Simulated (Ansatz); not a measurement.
# Two runs on TaN

System: TaN (Fm-3m, 2 atoms in the cell).
Method of the first run: DFT, PBE, all-electron LAPW, scalar-relativistic, no spin polarisation (Ansatz 0.2.0).

The structure derives from an entry of the Crystallography Open Database. Text and figures count atoms from 1; the logs count them from 0 in places.

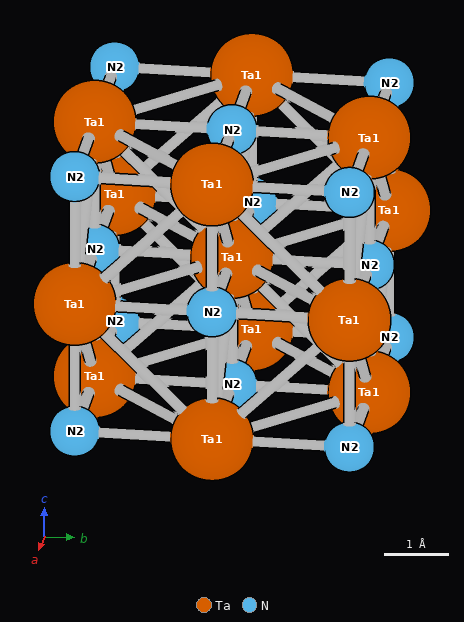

Fig. 1: The structure (ball-and-stick view of the cell 4 times as large as that of the calculation, set on its symmetry axes, seen at an oblique angle; atoms are numbered from 1 in the order of the input).

**Input, the first run**
```yaml
crystal:
  lattice:
    - [0.0, 2.179, 2.179]
    - [2.179, 0.0, 2.179]
    - [2.179, 2.179, 0.0]
  atoms:
    - { symbol: Ta, position: [0.5, 0.5, 0.5] }
    - { symbol: "N", position: [0.0, 0.0, 0.0] }
kpoints:
  mp_grid: { grid: [9, 9, 9] }
scf:
  occupations: { method: fermi_dirac, width: 0.02 }
hamiltonian:
  xc: pbe
  pseudopotentials:
    kind: all_electron
    lapw: { basis_error: 0.0005, muffin_tin_radii: { Ta: 0.654, "N": 0.654 } }
output:
  forces: true
  stress: true
  eigenvalues: true
```

Hardware: 1 thread of an x86-64 CPU, shared host.

**Output, shortened to warnings, some set-up lines, iterations and results (the first run)**
```
Basis set: ecut = 1878.5472095228536 eV, 3839 PW (Γ), exchange–correlation at level 2
Symmetry: 48 space group operations
k-points: 35 of 729
Initial density: superposition of atomic densities (chi_scale 0.1, normalization cell, long waves kept (reshape's long-wave potential 0.00 eV rms))
[...]
SCF iter   1: F=—  HF=-426062.650308 eV  |F-HF|=—  |Δ(HF+E_count)|=         —  Δρ=1.55e-1  dr2=6.11e0  ethr=8.99e-3  ⟨swp⟩=2.0  Hψ=8811  notcnv=0
SCF iter   2: F=—  HF=-426061.732817 eV  |F-HF|=—  |Δ(HF+E_count)|=   9.17e-1  Δρ=1.18e-1  dr2=2.84e0  ethr=8.99e-3  ⟨swp⟩=3.0  Hψ=4217  notcnv=0
SCF iter   3: F=—  HF=-426060.865440 eV  |F-HF|=—  |Δ(HF+E_count)|=   8.67e-1  Δρ=1.83e-2  dr2=3.91e-2  ethr=5.75e-5  ⟨swp⟩=2.0  Hψ=7175  notcnv=0  defer=1
SCF iter   4: F=—  HF=-426060.862996 eV  |F-HF|=—  |Δ(HF+E_count)|=         —  Δρ=7.27e-3  dr2=8.04e-3  ethr=5.74e-5  ⟨swp⟩=3.0  Hψ=4288  notcnv=0
SCF iter   5: F=—  HF=-426060.858504 eV  |F-HF|=—  |Δ(HF+E_count)|=   4.49e-3  Δρ=3.19e-3  dr2=2.93e-3  ethr=1.18e-5  ⟨swp⟩=3.0  Hψ=4233  notcnv=0
SCF iter   6: F=—  HF=-426060.857559 eV  |F-HF|=—  |Δ(HF+E_count)|=   9.45e-4  Δρ=5.09e-4  dr2=4.31e-5  ethr=4.31e-6  ⟨swp⟩=3.0  Hψ=4226  notcnv=0
SCF iter   7: F=—  HF=-426060.857540 eV  |F-HF|=—  |Δ(HF+E_count)|=   1.91e-5  Δρ=7.14e-5  dr2=2.97e-7  ethr=6.34e-8  ⟨swp⟩=3.0  Hψ=3983  notcnv=0
SCF iter   8: F=-426060.857540 eV  HF=-426060.857540 eV  |F-HF|=1.16e-9  |Δ(HF+E_count)|=   2.20e-7  Δρ=6.20e-6  dr2=2.29e-9  ethr=4.37e-10  ⟨swp⟩=3.0  Hψ=4032  notcnv=0
SCF 1 converged in 8 iterations: F = -426060.857540 eV  dr2 = 2.29e-9
SCF converged after 8 iterations
Free energy (F): -426060.857540 eV
Harris-Foulkes:  -426060.857540 eV  (|F-HF|=1.16e-9)
Internal energy: -426060.856472 eV  (E = F + TS)
E sigma→0 (E₀):  -426060.857006 eV
Entropy (-TS):   -0.001068 eV (-0.534 meV/atom)
Fermi energy:    27.681244 eV
--- Per-component energies (eV) ---
  E_band       = -35773.830081
  E_kinetic    = 475427.216383
  E_xc         = -8813.715639
  E_electrostatic = -892674.357216  (all electrons and nuclei)
  E_smearing   = -0.001068  (= −TS)
  E_closure    = 0.000000  (closes the sum)
  E_atoms      = -426041.112071  (free atoms, spherical and without spin; not in F)
  Σ components = -426060.857540   (vs F -426060.857540, Δ=0.00e0)
  Basis errors (estimates in eV, not in F): energy 1.5e-4 per atom: plane waves 1.3e-4 (8.0e-5 summed), levels above the bands 3.5e-277, relativity 8.1e-7, radial functions 2.0e-5, core shells 6.7e-8; eigenvalues (radial functions only) 8.9e-6; not estimated: angular momenta, meshes, grids; target …
--- Forces (eV/Å), atoms counted from 1 ---
  atom   1  Ta     0.00000000    -0.00000000    -0.00000000
  atom   2  N     -0.00000000    -0.00000000    -0.00000000
  max |Σ_I F_I| component: 7.63e-30 eV/Å
--- Stress (GPa, compression-positive) ---
       14.514821      -0.000000       0.000000
       -0.000000      14.514821      -0.000000
        0.000000      -0.000000      14.514821
  P = ⅓ Tr σ = 14.5148 GPa (145.148 kbar)
```

For the second run the input was changed thus:
```diff
-    lapw: { basis_error: 0.0005, muffin_tin_radii: { Ta: 0.654, "N": 0.654 } }
+    lapw: { basis_error: 0.0005, muffin_tin_radii: { Ta: 0.784, "N": 0.784 } }
```

Predict how the results change.

The free energy of the second run is 0.01 meV per atom lower, which measures how much it depends on this numerical setting. The number of SCF iterations is the same. The plane waves at Γ go from 3839 to 2085.

**Output, shortened to warnings, some set-up lines, iterations and results (the second run)**
```
Basis set: ecut = 1247.202638262221 eV, 2085 PW (Γ), exchange–correlation at level 2
Symmetry: 48 space group operations
k-points: 35 of 729
Initial density: superposition of atomic densities (chi_scale 0.1, normalization cell, long waves kept (reshape's long-wave potential 0.00 eV rms))
[...]
SCF iter   1: F=—  HF=-426062.650096 eV  |F-HF|=—  |Δ(HF+E_count)|=         —  Δρ=1.46e-1  dr2=5.48e0  ethr=1.05e-2  ⟨swp⟩=2.0  Hψ=7019  notcnv=0
SCF iter   2: F=—  HF=-426061.732718 eV  |F-HF|=—  |Δ(HF+E_count)|=   9.17e-1  Δρ=1.01e-1  dr2=2.22e0  ethr=1.05e-2  ⟨swp⟩=3.0  Hψ=3586  notcnv=0
SCF iter   3: F=—  HF=-426060.865749 eV  |F-HF|=—  |Δ(HF+E_count)|=   8.67e-1  Δρ=1.63e-2  dr2=4.03e-2  ethr=7.75e-5  ⟨swp⟩=2.0  Hψ=5912  notcnv=0
SCF iter   4: F=—  HF=-426060.863234 eV  |F-HF|=—  |Δ(HF+E_count)|=         —  Δρ=5.75e-3  dr2=5.31e-3  ethr=7.75e-5  ⟨swp⟩=3.0  Hψ=3421  notcnv=0
SCF iter   5: F=—  HF=-426060.858528 eV  |F-HF|=—  |Δ(HF+E_count)|=   4.71e-3  Δρ=3.19e-3  dr2=2.96e-3  ethr=1.02e-5  ⟨swp⟩=2.0  Hψ=3243  notcnv=0
SCF iter   6: F=—  HF=-426060.857566 eV  |F-HF|=—  |Δ(HF+E_count)|=   9.63e-4  Δρ=4.05e-4  dr2=2.07e-5  ethr=5.70e-6  ⟨swp⟩=3.0  Hψ=3384  notcnv=0
SCF iter   7: F=—  HF=-426060.857551 eV  |F-HF|=—  |Δ(HF+E_count)|=   1.41e-5  Δρ=6.88e-5  dr2=4.32e-7  ethr=3.97e-8  ⟨swp⟩=3.0  Hψ=3181  notcnv=0
SCF iter   8: F=-426060.857552 eV  HF=-426060.857552 eV  |F-HF|=0.00e0  |Δ(HF+E_count)|=   1.23e-7  Δρ=5.07e-6  dr2=2.11e-9  ethr=8.30e-10  ⟨swp⟩=3.0  Hψ=3207  notcnv=0
SCF 1 converged in 8 iterations: F = -426060.857552 eV  dr2 = 2.11e-9
SCF converged after 8 iterations
Free energy (F): -426060.857552 eV
Harris-Foulkes:  -426060.857552 eV  (|F-HF|=0.00e0)
Internal energy: -426060.856484 eV  (E = F + TS)
E sigma→0 (E₀):  -426060.857018 eV
Entropy (-TS):   -0.001068 eV (-0.534 meV/atom)
Fermi energy:    27.681250 eV
--- Per-component energies (eV) ---
  E_band       = -5680.379848
  E_kinetic    = 475427.193300
  E_xc         = -8813.715300
  E_electrostatic = -892674.334484  (all electrons and nuclei)
  E_smearing   = -0.001068  (= −TS)
  E_closure    = 0.000000  (closes the sum)
  E_atoms      = -426041.112071  (free atoms, spherical and without spin; not in F)
  Σ components = -426060.857552   (vs F -426060.857552, Δ=0.00e0)
  Basis errors (estimates in eV, not in F): energy 1.5e-4 per atom: plane waves 1.2e-4 (7.6e-5 summed), levels above the bands 2.5e-251, relativity 1.3e-7, radial functions 2.3e-5, core shells 6.0e-8; eigenvalues (radial functions only) 3.0e-6; not estimated: angular momenta, meshes, grids; target …
--- Forces (eV/Å), atoms counted from 1 ---
  atom   1  Ta    -0.00000000    -0.00000000    -0.00000000
  atom   2  N     -0.00000000    -0.00000000     0.00000000
  max |Σ_I F_I| component: 3.60e-29 eV/Å
--- Stress (GPa, compression-positive) ---
       14.515081      -0.000000       0.000000
       -0.000000      14.515081       0.000000
        0.000000       0.000000      14.515081
  P = ⅓ Tr σ = 14.5151 GPa (145.151 kbar)
```

**The two runs side by side**

| quantity | the first run | the second run |
| --- | --- | --- |
| outcome | converged | converged |
| free energy per atom (eV) | −213030.4288 | −213030.4288 |
| energy per atom, smearing taken to zero (eV) | −213030.4285 | −213030.4285 |
| pressure (GPa) | 14.51 | 14.52 |
| largest force (eV/Å) | 0.000 | 0.000 |
| SCF iterations | 8 | 8 |
| irreducible k-points | 35 | 35 |
| plane waves at Γ | 3839 | 2085 |
| wall time (shared host) | 100 s | 44 s |

For both runs: Spin–orbit coupling is left out, which matters for Ta. The cell is under a pressure of 14.5 GPa at this level, so it is not at its equilibrium volume.
